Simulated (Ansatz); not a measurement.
# Sr8Ti8HO24: single-point calculation (part 4 of 4)

Continued. System: Sr8Ti8HO24 (defect cell, 41 atoms in the cell). Method: DFT PBE, scalar-relativistic, plane waves, PAW, spin-polarised (Ansatz 0.2.0); cutoff 420 eV, 2×2×2 k-mesh, Gaussian smearing of 0.05 eV, collinear spins. The structure derives from an entry of the Crystallography Open Database.

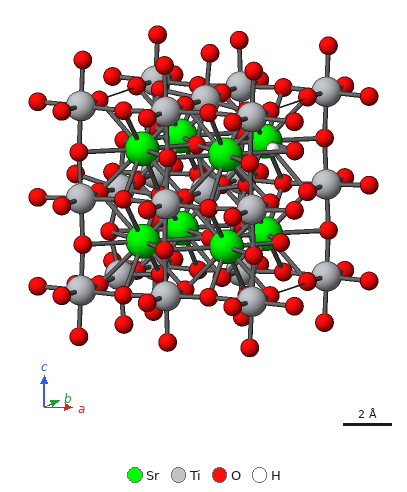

The structure (ball-and-stick view of the cell of the calculation, seen slightly off an axis; bonded neighbours outside the cell are drawn too). An atom can appear more than once, as a periodic image.

Output, continued:
```
--- Löwdin populations: 41 sites ---
  site symbol       q [e]    m [muB]
     0     Sr      8.2662     0.0001
     1     Sr      8.2659     0.0001
     2     Sr      8.2657     0.0001
     3     Sr      8.2617     0.0001
     4     Sr      8.2624     0.0001
     5     Sr      8.2658     0.0001
     6     Sr      8.2656     0.0001
     7     Sr      8.2660     0.0001
     8     Ti     10.8478     0.1611
     9     Ti     10.8254     0.0902
    10     Ti     10.8626     0.1654
    11     Ti     10.8122     0.0926
    12     Ti     10.8626     0.1653
    13     Ti     10.8121     0.0928
    14     Ti     10.8478     0.1612
    15     Ti     10.8257     0.0901
    16      O      6.8724    -0.0107
    17      O      6.8163    -0.0018
    18      O      6.9024    -0.0097
    19      O      6.8942    -0.0059
    20      O      6.8919    -0.0101
    21      O      6.8757    -0.0060
    22      O      6.8923    -0.0105
    23      O      6.7810    -0.0058
    24      O      6.8757    -0.0039
    25      O      6.9001    -0.0089
    26      O      6.8518    -0.0043
    27      O      6.8780    -0.0096
    28      O      6.8711    -0.0075
    29      O      6.8704    -0.0076
    30      O      6.8770    -0.0077
    31      O      6.8775    -0.0077
    32      O      6.9003    -0.0089
    33      O      6.8755    -0.0039
    34      O      6.8782    -0.0096
    35      O      6.8514    -0.0043
    36      O      6.8770    -0.0077
    37      O      6.8776    -0.0077
    38      O      6.8711    -0.0075
    39      O      6.8705    -0.0076
    40      H      0.6917     0.0001
  spilling = 0.007986 (of n_electrons = 321.000000)
--- Bader charges: 41 sites ---
  site symbol  charge [e]  shift [e]    m [muB]
     0     Sr      1.5918     0.0000     0.0024
     1     Sr      1.5794     0.0000     0.0026
     2     Sr      1.5803     0.0000     0.0026
     3     Sr      1.5702     0.0000     0.0024
     4     Sr      1.5707     0.0000     0.0024
     5     Sr      1.5803     0.0000     0.0026
     6     Sr      1.5792     0.0000     0.0026
     7     Sr      1.5922     0.0000     0.0024
     8     Ti      2.1960     0.0039     0.1294
     9     Ti      2.1932     0.0047     0.0736
    10     Ti      2.1875     0.0040     0.1330
    11     Ti      2.2096     0.0037     0.0750
    12     Ti      2.1875     0.0040     0.1329
    13     Ti      2.2096     0.0037     0.0752
    14     Ti      2.1960     0.0039     0.1294
    15     Ti      2.1928     0.0048     0.0735
    16      O     -1.2834     0.0015     0.0015
    17      O     -1.2840     0.0010     0.0022
    18      O     -1.2987     0.0013     0.0024
    19      O     -1.2866     0.0010    -0.0001
    20      O     -1.2950     0.0014     0.0022
    21      O     -1.2707     0.0012    -0.0002
    22      O     -1.2949     0.0013     0.0012
    23      O     -1.2370     0.0026     0.0012
    24      O     -1.2765     0.0012    -0.0001
    25      O     -1.2981     0.0013     0.0015
    26      O     -1.2559     0.0017    -0.0003
    27      O     -1.2875     0.0015     0.0011
    28      O     -1.2814     0.0014     0.0010
    29      O     -1.2809     0.0014     0.0010
    30      O     -1.2863     0.0014     0.0012
    31      O     -1.2866     0.0014     0.0012
    32      O     -1.2981     0.0013     0.0015
    33      O     -1.2763     0.0012    -0.0001
    34      O     -1.2876     0.0015     0.0012
    35      O     -1.2557     0.0017    -0.0003
    36      O     -1.2864     0.0014     0.0012
    37      O     -1.2866     0.0014     0.0012
    38      O     -1.2814     0.0014     0.0010
    39      O     -1.2809     0.0014     0.0010
    40      H      0.5398     0.0012     0.0001
  estimated error of the sums over rays = 4.4e-4 e
```

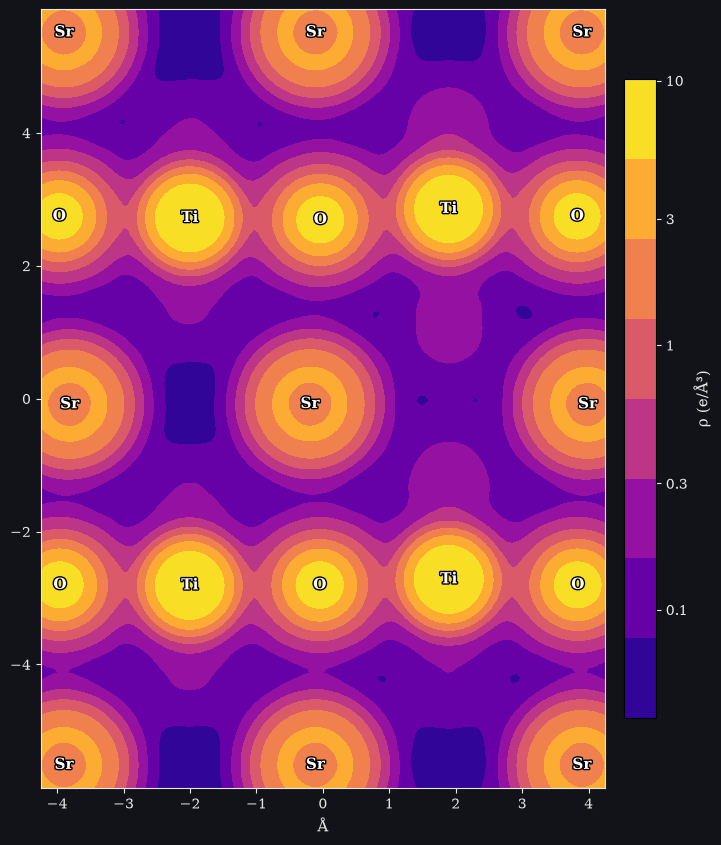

Valence electron density on the (101̄) plane of the calculation cell. Atoms in the plane: Sr, Ti and O. Ti–O (1.96 Å): ρ at the midpoint is about 0.67 e/Å³. Ti–O (1.96 Å): the density is about 0.67 e/Å³ at the midpoint. Away from the nuclei the density in this plane falls to 0.04 e/Å³ at its lowest. Core electrons are frozen (PAW), so the fields are smoothed inside the atomic spheres.

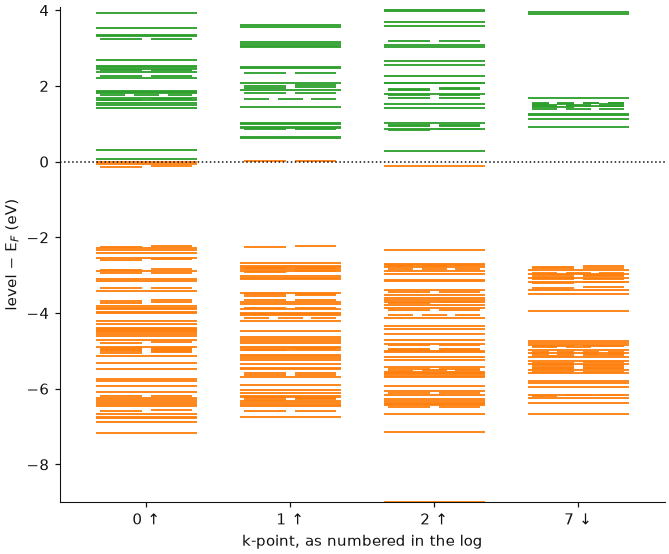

Kohn–Sham levels near the Fermi level (dotted) at the few k-points that the log prints; levels within 0.02 eV of each other stand side by side. The system is metallic on the full mesh.
